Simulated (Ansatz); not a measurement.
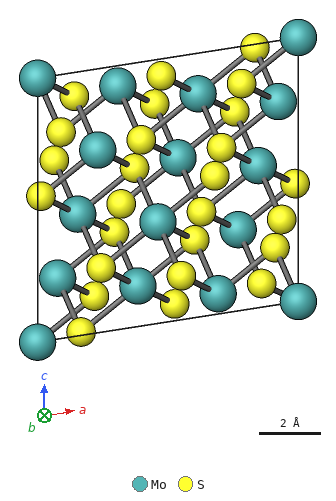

Starting frame of a dynamics run of a 39-atom cell of MoS$_{2}$ (set up in R-3m). It starts from the last geometry of an earlier run, with fresh velocities. Style: ball-and-stick. Shown: the simulation cell, along the b axis. Bonds to atoms that aren't drawn are left out.

Theory: DFT PBE+D3(BJ), scalar-relativistic, plane waves, PAW in Ansatz 0.2.0.

Input
```yaml
crystal:
  lattice:
    - [4.7467261049, -4.567539324, 6.0179042012]
    - [1.582242035, 6.3945550537, 6.0179042012]
    - [-6.3289681398, -1.8270157296, 6.0179042012]
  atoms:
    - { symbol: Mo, position: [0.2307692308, 0.0769230769, 0.6923076923] }
    - { symbol: Mo, position: [1.0, 1.0, 1.0] }
    - { symbol: Mo, position: [0.4615384615, 0.1538461538, 0.3846153846] }
    - { symbol: Mo, position: [0.9230769231, 0.3076923077, 0.7692307692] }
    - { symbol: Mo, position: [0.1538461538, 0.3846153846, 0.4615384615] }
    - { symbol: Mo, position: [0.6153846154, 0.5384615385, 0.8461538462] }
    - { symbol: Mo, position: [0.3076923077, 0.7692307692, 0.9230769231] }
    - { symbol: Mo, position: [0.6923076923, 0.2307692308, 0.0769230769] }
    - { symbol: Mo, position: [0.3846153846, 0.4615384615, 0.1538461538] }
    - { symbol: Mo, position: [0.8461538462, 0.6153846154, 0.5384615385] }
    - { symbol: Mo, position: [0.0769230769, 0.6923076923, 0.2307692308] }
    - { symbol: Mo, position: [0.5384615385, 0.8461538462, 0.6153846154] }
    - { symbol: Mo, position: [0.7692307692, 0.9230769231, 0.3076923077] }
    - { symbol: S, position: [0.9870996896, 0.8332535358, 0.4486381512] }
    - { symbol: S, position: [0.7563304589, 0.7563304589, 0.7563304589] }
    - { symbol: S, position: [0.2178689204, 0.9101766127, 0.1409458435] }
    - { symbol: S, position: [0.679407382, 0.0640227666, 0.5255612281] }
    - { symbol: S, position: [0.9101766127, 0.1409458435, 0.2178689204] }
    - { symbol: S, position: [0.3717150743, 0.2947919973, 0.602484305] }
    - { symbol: S, position: [0.0640227666, 0.5255612281, 0.679407382] }
    - { symbol: S, position: [0.4486381512, 0.9870996896, 0.8332535358] }
    - { symbol: S, position: [0.1409458435, 0.2178689204, 0.9101766127] }
    - { symbol: S, position: [0.602484305, 0.3717150743, 0.2947919973] }
    - { symbol: S, position: [0.8332535358, 0.4486381512, 0.9870996896] }
    - { symbol: S, position: [0.2947919973, 0.602484305, 0.3717150743] }
    - { symbol: S, position: [0.5255612281, 0.679407382, 0.0640227666] }
    - { symbol: S, position: [0.4744387719, 0.320592618, 0.9359772334] }
    - { symbol: S, position: [0.2436695411, 0.2436695411, 0.2436695411] }
    - { symbol: S, position: [0.7052080027, 0.397515695, 0.6282849257] }
    - { symbol: S, position: [0.1667464642, 0.5513618488, 0.0129003104] }
    - { symbol: S, position: [0.397515695, 0.6282849257, 0.7052080027] }
    - { symbol: S, position: [0.8590541565, 0.7821310796, 0.0898233873] }
    - { symbol: S, position: [0.5513618488, 0.0129003104, 0.1667464642] }
    - { symbol: S, position: [0.9359772334, 0.4744387719, 0.320592618] }
    - { symbol: S, position: [0.6282849257, 0.7052080027, 0.397515695] }
    - { symbol: S, position: [0.0898233873, 0.8590541565, 0.7821310796] }
    - { symbol: S, position: [0.320592618, 0.9359772334, 0.4744387719] }
    - { symbol: S, position: [0.7821310796, 0.0898233873, 0.8590541565] }
    - { symbol: S, position: [0.0129003104, 0.1667464642, 0.5513618488] }
basis:
  ecutwfc: 420
kpoints:
  mp_grid: { grid: [3, 3, 3], shift: [0.0, 0.0, 0.0] }
hamiltonian:
  xc: pbe
  dispersion: d3bj
scf:
  occupations: { method: fermi_dirac, width: 0.0948 }
  lower_state_search: "off"
  convergence: { dr2_threshold: 1.0e-07 }
output:
  forces: true
  stress: true
md:
  timestep: 3.0
  n_steps: 32
  ensemble: nvt_langevin
  temperature: 1100.0
  initial_velocities: maxwell_boltzmann
  seed: 84868
  friction: 0.02
```

Command:
```bash
ansatz run input.yaml --threads 4 --pin off --max-ram 9216MiB --backend cpu --events-out ev --progress --plain --runs-dir out
```

What does the trajectory do?

Over the second half the temperature averages 986 K (spread ±79 K). The temperature is still climbing (660 K in the second quarter, 1019 K in the last), so the run isn't equilibrated. The potential energy is still drifting at the end, so the run hasn't reached equilibrium. The potential energy in the second half lies on average 82.1 meV per atom above the first frame. The mean pressure there is 1.8 GPa. Root-mean-square distances from the starting positions over the second half, with the common drift of all atoms taken out: Mo 0.23 Å, S 0.22 Å. The run lasts only 96 fs, too short to tell vibration from diffusion.

Along the run (each row but the first and the last is the mean over the interval that it begins):

```tsv
time (fs)	potential energy (meV/atom)	T (K)	p (GPa)
0.0	0.0	1072	-3.3
9.0	41.1	855	-2.0
18.0	83.7	512	-0.3
27.0	87.4	654	0.3
36.0	69.6	683	0.0
45.0	61.5	813	0.0
54.0	61.2	962	0.5
63.0	74.0	1024	1.5
72.0	92.5	1014	2.2
81.0	99.9	978	2.4
90.0	96.7	1061	3.4
```

The paths of the atoms:

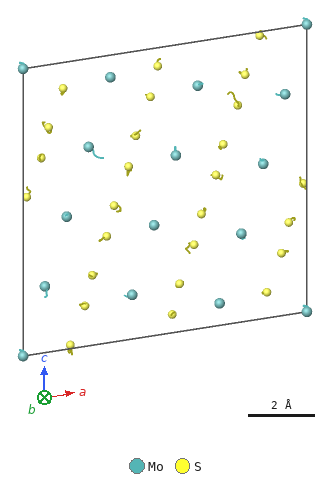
